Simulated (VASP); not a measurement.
## Band-structure run of BP

- system: BP (F-43m, 2 atoms in the cell)
- method: Kohn-Sham DFT of a periodic cell, r2SCAN, VASP PAW PBE potentials, recommended, no spin polarisation (VASP 6.6.1)

The structure derives from an entry of the Crystallography Open Database. It belongs to a series of runs on one base structure; here: xc = r2SCAN.

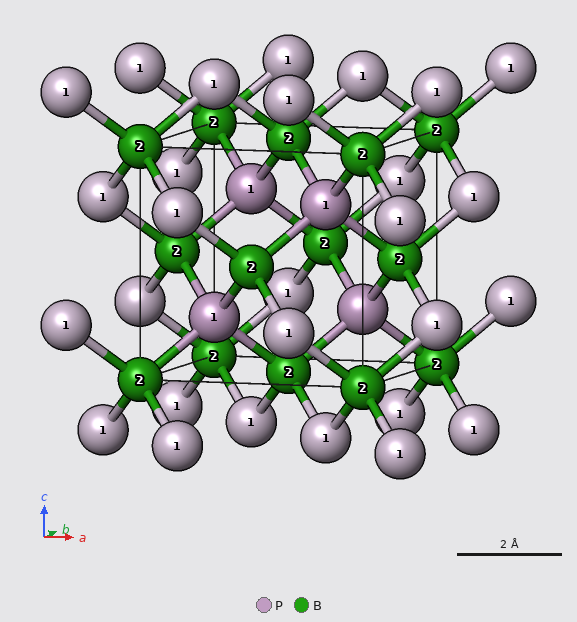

Fig. 1: The structure (ball-and-stick view of the cell 4 times as large as that of the calculation, set on its symmetry axes, seen slightly off an axis; neighbours outside the cell are drawn fainter; atoms are numbered from 1 in the order of the input). Near neighbours in the crystal (not all of them lie inside the picture): P has 4 B at 1.97 Å; B has 4 P at 1.97 Å.

INCAR:
```
ALGO = Normal
EDIFF = 1E-7
ENCUT = 520
ISIF = 2
ISMEAR = -1
LASPH = True
LCHARG = False
LMIXTAU = True
LREAL = False
LWAVE = False
METAGGA = R2SCAN
NBANDS = 11
NELM = 60
PREC = Accurate
SIGMA = 0.05
```

KPOINTS:
```
k-points
0
Gamma
  10 10 10
```

KPOINTS_OPT:
```
path GXWKGLUWLK,UX
10
line-mode
reciprocal
 0.0000000000  0.0000000000  0.0000000000  G
 0.5000000000  0.0000000000  0.5000000000  X

 0.5000000000  0.0000000000  0.5000000000  X
 0.5000000000  0.2500000000  0.7500000000  W

 0.5000000000  0.2500000000  0.7500000000  W
 0.3750000000  0.3750000000  0.7500000000  K

 0.3750000000  0.3750000000  0.7500000000  K
 0.0000000000  0.0000000000  0.0000000000  G

 0.0000000000  0.0000000000  0.0000000000  G
 0.5000000000  0.5000000000  0.5000000000  L

 0.5000000000  0.5000000000  0.5000000000  L
 0.6250000000  0.2500000000  0.6250000000  U

 0.6250000000  0.2500000000  0.6250000000  U
 0.5000000000  0.2500000000  0.7500000000  W

 0.5000000000  0.2500000000  0.7500000000  W
 0.5000000000  0.5000000000  0.5000000000  L

 0.5000000000  0.5000000000  0.5000000000  L
 0.3750000000  0.3750000000  0.7500000000  K

 0.6250000000  0.2500000000  0.6250000000  U
 0.5000000000  0.0000000000  0.5000000000  X
```

POSCAR:
```
BP
1.0
    0.0000000000      2.2690000000      2.2690000000
    2.2690000000      0.0000000000      2.2690000000
    2.2690000000      2.2690000000      0.0000000000
P B
1 1
Direct
    0.7500000000      0.7500000000      0.7500000000
    0.0000000000      0.0000000000      0.0000000000
```

Machine: 1 thread of AMD EPYC (Zen 3), 64 GiB of memory available, shared host.

Launched with:
```bash
cat potpaw_PBE.64/P/POTCAR potpaw_PBE.64/B/POTCAR > POTCAR
mpirun -np 1 vasp_std > vasp.out
```

OSZICAR:
```
N       E                     dE             d eps       ncg     rms          rms(c)
DAV:   1     0.424729630989E+01    0.42473E+01   -0.40601E+03  1034   0.679E+02
DAV:   2    -0.185340870913E+02   -0.22781E+02   -0.21661E+02  1356   0.112E+02
DAV:   3    -0.191724422852E+02   -0.63836E+00   -0.63637E+00  1327   0.161E+01
DAV:   4    -0.191749958319E+02   -0.25535E-02   -0.25532E-02  1151   0.115E+00
DAV:   5    -0.191750083440E+02   -0.12512E-04   -0.12512E-04  1287   0.830E-02    0.792E+00
DAV:   6    -0.172810802046E+02    0.18939E+01   -0.11232E+00  1191   0.589E+00    0.489E+00
DAV:   7    -0.171689106311E+02    0.11217E+00   -0.37036E-01  1046   0.349E+00    0.121E+00
DAV:   8    -0.171737051339E+02   -0.47945E-02   -0.21086E-01  1076   0.337E+00    0.558E-01
DAV:   9    -0.172674107907E+02   -0.93706E-01   -0.11878E-02  1198   0.825E-01    0.341E-01
DAV:  10    -0.172772709778E+02   -0.98602E-02   -0.10462E-03  1166   0.246E-01    0.304E-01
DAV:  11    -0.173101139717E+02   -0.32843E-01   -0.74755E-03  1040   0.788E-01    0.108E-01
DAV:  12    -0.173109845405E+02   -0.87057E-03   -0.25286E-03  1202   0.410E-01    0.615E-02
DAV:  13    -0.173110189657E+02   -0.34425E-04   -0.10784E-04  1292   0.781E-02    0.130E-01
DAV:  14    -0.173111318438E+02   -0.11288E-03   -0.15467E-04  1128   0.101E-01    0.127E-02
DAV:  15    -0.173112556040E+02   -0.12376E-03   -0.50989E-05  1076   0.715E-02    0.974E-03
DAV:  16    -0.173112567820E+02   -0.11780E-05   -0.76457E-07  1295   0.718E-03    0.443E-03
DAV:  17    -0.173112548570E+02    0.19250E-05   -0.12519E-06  1108   0.769E-03    0.336E-03
DAV:  18    -0.173112556511E+02   -0.79412E-06   -0.18281E-07  1115   0.372E-03    0.168E-03
DAV:  19    -0.173112555916E+02    0.59480E-07   -0.14814E-08   565   0.885E-04
   1 F= -.17311256E+02 E0= -.17311256E+02  d E =-.728102E-08
       N       E                     dE             ncg
DAV:   1     0.144086960903E+04   -0.10469E+05     1042
DAV:   2     0.361112045398E+03   -0.10798E+04     1344
DAV:   3     0.332789861469E+03   -0.28322E+02     1376
DAV:   4     0.332694201009E+03   -0.95660E-01     1164
DAV:   5     0.332693736000E+03   -0.46501E-03     1298
DAV:   6     0.332693732978E+03   -0.30217E-05     1202
DAV:   7     0.332693732955E+03   -0.23194E-07     1273
       N       E                     dE             ncg
DAV:   1     0.120324751789E+04   -0.14691E+05     1034
DAV:   2     0.100738491983E+03   -0.11025E+04     1311
DAV:   3     0.704536353768E+02   -0.30285E+02     1328
DAV:   4     0.703525206019E+02   -0.10111E+00     1174
DAV:   5     0.703520181404E+02   -0.50246E-03     1324
DAV:   6     0.703520151686E+02   -0.29718E-05     1231
DAV:   7     0.703520151499E+02   -0.18710E-07     1280
       N       E                     dE             ncg
DAV:   1     0.144220699172E+05   -0.21005E+04      132
DAV:   2     0.142871731215E+05   -0.13490E+03      202
DAV:   3     0.142845207305E+05   -0.26524E+01      176
DAV:   4     0.142845132268E+05   -0.75037E-02      186
DAV:   5     0.142845132160E+05   -0.10818E-04      189
DAV:   6     0.142845132160E+05   -0.48858E-08      189
```

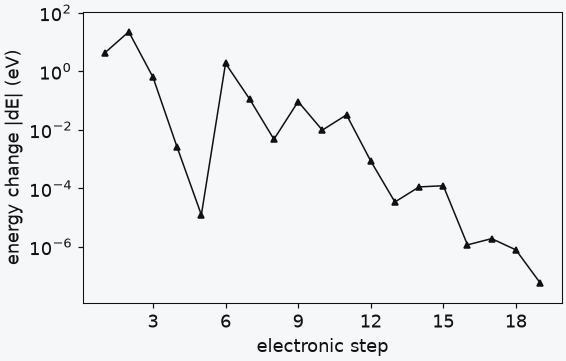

Fig. 2: Convergence of the self-consistent field: energy change |dE| against the electronic step. It takes 19 electronic steps. The density is held fixed in the first few steps, and dE rises again when its update begins.

Parts of OUTCAR:
```
EDIFF = 1E-7
   ENCUT = 520
   ISIF = 2
   ISMEAR = -1
   LASPH = True
   LREAL = False
   METAGGA = R2SCAN
   NELM = 60
   PREC = Accurate

 ion  position               nearest neighbor table
   1  0.750  0.750  0.750-   2 1.97   2 1.97   2 1.97   2 1.97
   2  0.000  0.000  0.000-   1 1.97   1 1.97   1 1.97   1 1.97

  LATTYP: Found a face centered cubic cell.
 ALAT       =     4.5380000000

  Lattice vectors:

 A1 = (   0.0000000000,   2.2690000000,   2.2690000000)
 A2 = (   2.2690000000,   0.0000000000,   2.2690000000)
 A3 = (   2.2690000000,   2.2690000000,   0.0000000000)

Analysis of symmetry for initial positions (statically):
=====================================================================
 Subroutine PRICEL returns:
 Original cell was already a primitive cell.

 Routine SETGRP: Setting up the symmetry group for a
 face centered cubic supercell.

 Subroutine GETGRP returns: Found 24 space group operations
 (whereof 24 operations were pure point group operations)
 out of a pool of 48 trial point group operations.

The static configuration has the point symmetry T_d .

Analysis of symmetry for dynamics (positions and initial velocities):
=====================================================================
 Subroutine PRICEL returns:
 Original cell was already a primitive cell.

 Routine SETGRP: Setting up the symmetry group for a
 face centered cubic supercell.

 Subroutine GETGRP returns: Found 24 space group operations
 (whereof 24 operations were pure point group operations)
 out of a pool of 48 trial point group operations.

The dynamic configuration has the point symmetry T_d .

 Subroutine INISYM returns: Found 24 space group operations
 (whereof 24 operations are pure point group operations),
 and found     1 'primitive' translations

----------------------------------------------------------------------------------------

                                     Primitive cell

  volume of cell :      23.3633

  direct lattice vectors                    reciprocal lattice vectors
     0.000000000  2.269000000  2.269000000    -0.220361393  0.220361393  0.220361393
     2.269000000  0.000000000  2.269000000     0.220361393 -0.220361393  0.220361393
     2.269000000  2.269000000  0.000000000     0.220361393  0.220361393 -0.220361393

  length of vectors
     3.208850573  3.208850573  3.208850573     0.381677128  0.381677128  0.381677128

  position of ions in fractional coordinates (direct lattice)
     0.750000000  0.750000000  0.750000000
     0.000000000  0.000000000  0.000000000

  ion indices of the primitive-cell ions
   primitive index   ion index
                 1           1
                 2           2

----------------------------------------------------------------------------------------

 KPOINTS: k-points

Automatic generation of k-mesh.
 Grid dimensions read from file:
 generate k-points for:   10   10   10

 Generating k-lattice:

  Cartesian coordinates                     Fractional coordinates (reciprocal lattice)
    -0.022036139  0.022036139  0.022036139     0.100000000  0.000000000  0.000000000
     0.022036139 -0.022036139  0.022036139     0.000000000  0.100000000  0.000000000
     0.022036139  0.022036139 -0.022036139     0.000000000  0.000000000  0.100000000

  Length of vectors
     0.038167713  0.038167713  0.038167713

  Shift w.r.t. Gamma in fractional coordinates (k-lattice)
     0.000000000  0.000000000  0.000000000

 Subroutine IBZKPT returns following result:
 ===========================================

 Found     47 irreducible k-points:

 Following reciprocal coordinates:
            Coordinates               Weight
  0.000000  0.000000  0.000000      1.000000
  0.100000  0.000000  0.000000      8.000000
  0.200000  0.000000  0.000000      8.000000
  0.300000  0.000000  0.000000      8.000000
  0.400000  0.000000  0.000000      8.000000
  0.500000  0.000000  0.000000      4.000000
  0.100000  0.100000  0.000000      6.000000
  0.200000  0.100000  0.000000     24.000000
  0.300000  0.100000  0.000000     24.000000
  0.400000  0.100000  0.000000     24.000000
  0.500000  0.100000  0.000000     24.000000
 -0.400000  0.100000  0.000000     24.000000
 -0.300000  0.100000  0.000000     24.000000
 -0.200000  0.100000  0.000000     24.000000
 -0.100000  0.100000  0.000000     12.000000
  0.200000  0.200000  0.000000      6.000000
  0.300000  0.200000  0.000000     24.000000
  0.400000  0.200000  0.000000     24.000000
  0.500000  0.200000  0.000000     24.000000
 -0.400000  0.200000  0.000000     24.000000
 -0.300000  0.200000  0.000000     24.000000
 -0.200000  0.200000  0.000000     12.000000
  0.300000  0.300000  0.000000      6.000000
  0.400000  0.300000  0.000000     24.000000
 [... further k-points ...]
   k-points           NKPTS =     47   k-points in BZ     NKDIM =     47   number of bands    NBANDS=     11
   number of dos      NEDOS =    301   number of ions     NIONS =      2
   total plane-waves  NPLWV =  13824
   dimension x,y,z NGX =    24 NGY =   24 NGZ =   24
   dimension x,y,z NGXF=    48 NGYF=   48 NGZF=   48
   ions per type =               1   1
   NGX,Y,Z   is equivalent  to a cutoff of  12.43, 12.43, 12.43 a.u.
   NGXF,Y,Z  is equivalent  to a cutoff of  24.87, 24.87, 24.87 a.u.
 SYSTEM =  unknown system
   PREC   = accura    normal or accurate (medium, high low for compatibility)
   ISTART =      0    job   : 0-new  1-cont  2-samecut
   ICHARG =      2    charge: 1-file 2-atom 10-const
   ISPIN  =      1    spin polarized calculation?
   LNONCOLLINEAR =      F non collinear calculations
   LSORBIT =      F    spin-orbit coupling
   LASPH  =      T    aspherical Exc in radial PAW
   ENCUT  =  520.0 eV  38.22 Ry    6.18 a.u.   5.97  5.97  5.97*2*pi/ulx,y,z
   NELM   =     60;   NELMIN=  2; NELMDL= -5     # of ELM steps
   EDIFF  = 0.1E-06   stopping-criterion for ELM
   LREAL  =      F    real-space projection
   EDIFFG = 0.1E-05   stopping-criterion for IOM
   NSW    =      0    number of steps for IOM
   IBRION =     -1    ionic relax: 0-MD 1-quasi-New 2-CG
   NFREE  =      0    steps in history (QN), initial steepest desc. (CG)
   ISIF   =      2    stress and relaxation
   ISYM   =      2    0-nonsym 1-usesym 2-fastsym
   POTIM  = 0.5000    time-step for ionic-motion
   TEBEG  =    0.0;   TEEND  =   0.0 temperature during run
   PSTRESS=    0.0 pullay stress
   NELECT =       8.0000    total number of electrons
   NUPDOWN=      -1.0000    fix difference up-down
   EMIN   =  10.00;   EMAX   =-10.00  energy-range for DOS
   EFERMI =   0.00;   METHOD = LEGACY
   ISMEAR =    -1;   SIGMA  =   0.05  broadening in eV -4-tet -1-fermi 0-gaus
   EFERMI_NEDOS =   21; number of points for ismear=-14 and -15
   IALGO  =     38    algorithm
   IMIX   =      4    mixing-type and parameters
     AMIX     =   0.40;   BMIX     =  1.00
     AMIX_MAG =   1.60;   BMIX_MAG =  1.00
  volume/ion in A,a.u.               =      11.68        78.83
  Fermi-wavevector in a.u.,A,eV,Ry     =   1.145320  2.164342 17.847562  1.311759
  Thomas-Fermi vector in A             =   2.282009
   LORBIT       =      0    0 simple, 1 ext, 2 COOP (PROOUT), +10 PAW based schemes
   METAGGA = R2SCAN    functional components
   LHFCALC =     F    Hartree Fock is set to
   AEXX    =    0.0000 exact exchange contribution
   IVDW    =     0    specifies the selected vdW correction
   LEPSILON=     F    determine dielectric tensor
   LRPA    =     F    only Hartree local field effects (RPA)
 non-spin polarized calculation
  energy-cutoff  :      520.00
  volume of cell :       23.36
 maximum number of plane-waves:       639
   NGX = 11   NGY = 11   NGZ = 11

 number of electron       8.0000000 magnetization

 Free energy of the ion-electron system (eV)
  ---------------------------------------------------
  ext. energy  EPLUGINS =         0.00000000
  ---------------------------------------------------
  free energy    TOTEN  =       -17.31125559 eV

  energy without entropy =      -17.31125558  energy(sigma->0) =      -17.31125559

 E-fermi :   8.0933     XC(G=0): -11.5008     alpha+bet :-14.2015

 val. band max:        7.3889904064   @ k =   0.0000   0.0000   0.0000
 cond. band min:       8.8355611154   @ k =   0.4000   0.4000   0.0000
 fundamental gap:      1.4465707090
 Fermi energy:         8.0932516063

 k-point     1 :       0.0000    0.0000    0.0000
  band No.  band energies     occupation
      1      -8.8704      2.00000
      2       7.3890      2.00000
      3       7.3890      2.00000
      4       7.3890      2.00000
      5      11.0293      0.00000
      6      11.0293      0.00000
      7      11.0293      0.00000
      8      15.3993      0.00000
      9      19.7936      0.00000
     10      20.0358      0.00000
     11      20.0358      0.00000

 k-point     2 :       0.1000    0.0000    0.0000
  band No.  band energies     occupation
      1      -8.6810      2.00000
      2       6.0187      2.00000
      3       7.0773      2.00000
      4       7.0773      2.00000
      5      11.4634      0.00000
      6      11.4634      0.00000
      7      11.5194      0.00000
      8      15.9408      0.00000
      9      19.3617      0.00000
     10      19.3617      0.00000
     11      20.3844      0.00000

 k-point     3 :       0.2000    0.0000    0.0000
  band No.  band energies     occupation
      1      -8.1202      2.00000
      2       3.5551      2.00000
      3       6.4847      2.00000
      4       6.4847      2.00000
      5      11.7684      0.00000
      6      12.2301      0.00000
      7      12.2301      0.00000
      8      17.1902      0.00000
      9      18.7635      0.00000
     10      18.7635      0.00000
     11      21.2443      0.00000

 k-point     4 :       0.3000    0.0000    0.0000
  band No.  band energies     occupation
      1      -7.2195      2.00000
      2       1.0740      2.00000
      3       5.9653      2.00000
      4       5.9653      2.00000
      5      11.6877      0.00000
      6      12.5775      0.00000
      7      12.5775      0.00000
      8      18.1727      0.00000
      9      19.4014      0.00000
     10      19.4014      0.00000
     11      21.4785      0.00000

 k-point     5 :       0.4000    0.0000    0.0000
  band No.  band energies     occupation
      1      -6.0982      2.00000
      2      -1.0499      2.00000
      3       5.6356      2.00000
      4       5.6356      2.00000
      5      11.5726      0.00000
      6      12.5002      0.00000
      7      12.5002      0.00000
      8      18.3559      0.00000
      9      21.2232      0.00000
     10      21.2232      0.00000
     11      22.4524      0.00000

 [... the levels of 18 k-points are left out ...]

 k-point    24 :       0.4000    0.3000    0.0000
  band No.  band energies     occupation
      1      -5.7743      2.00000
      2       0.8665      2.00000
      3       3.1320      2.00000
      4       3.6766      2.00000
      5       9.4302      0.00000
      6      11.3382      0.00000
      7      17.5399      0.00000
      8      17.5468      0.00000
      9      22.4295      0.00000
     10      23.4187      0.00000
     11      25.5344      0.00000

 [... further k-points ...]

------------------------ aborting loop because EDIFF is reached ----------------------------------------

  FORCE on cell =-STRESS in cart. coord.  units (eV):
  Direction    XX          YY          ZZ          XY          YZ          ZX
  --------------------------------------------------------------------------------------
  -------------------------------------------------------------------------------------
  Total       -0.0974073     -0.0974073     -0.0974073     -0.0000000     -0.0000000      0.0000000
  in kB       -6.6798802     -6.6798802     -6.6798802     -0.0000000     -0.0000000      0.0000000
  external PRESSURE =      -6.6798802 kB  Pullay stress =       0.0000000 kB

 VOLUME and BASIS-vectors are now :
 -----------------------------------------------------------------------------
  energy-cutoff  :      520.00
  volume of cell :       23.36
      direct lattice vectors                 reciprocal lattice vectors
     0.000000000  2.269000000  2.269000000    -0.220361393  0.220361393  0.220361393
     2.269000000  0.000000000  2.269000000     0.220361393 -0.220361393  0.220361393
     2.269000000  2.269000000  0.000000000     0.220361393  0.220361393 -0.220361393

 POSITION                                       TOTAL-FORCE (eV/Angst)
 -----------------------------------------------------------------------------------
      3.40350      3.40350      3.40350        -0.000000     -0.000000     -0.000000
      0.00000      0.00000      0.00000         0.000000      0.000000      0.000000
 -----------------------------------------------------------------------------------
    total drift:                               -0.000000     -0.000000     -0.000000

  FREE ENERGIE OF THE ION-ELECTRON SYSTEM (eV)
  ---------------------------------------------------
  free  energy   TOTEN  =       -17.3112555916 eV

  energy  without entropy=      -17.3112555843  energy(sigma->0) =      -17.31125559
```

CONTCAR:
```
BP
   1.00000000000000
     0.0000000000000000    2.2690000000000001    2.2690000000000001
     2.2690000000000001    0.0000000000000000    2.2690000000000001
     2.2690000000000001    2.2690000000000001    0.0000000000000000
  P               B
     1     1
Direct
     0.7500000000000000    0.7500000000000000    0.7500000000000000
     0.0000000000000000    0.0000000000000000    0.0000000000000000

  0.00000000E+00  0.00000000E+00  0.00000000E+00
  0.00000000E+00  0.00000000E+00  0.00000000E+00
```

Results in brief:

```csv
quantity,value
outcome,converged
space group (tolerance 0.01 Å),F-43m (216)
electrons treated,8
free energy,−17.3113 eV
Fermi energy of the self-consistent step,8.093 eV
gap on the k-point mesh,1.45 eV
gap on the band path,1.45 eV
pressure,−0.67 GPa
largest force (length of the vector),under 0.001 eV/Å
wall time,85 s
peak memory,0.12 GiB
```
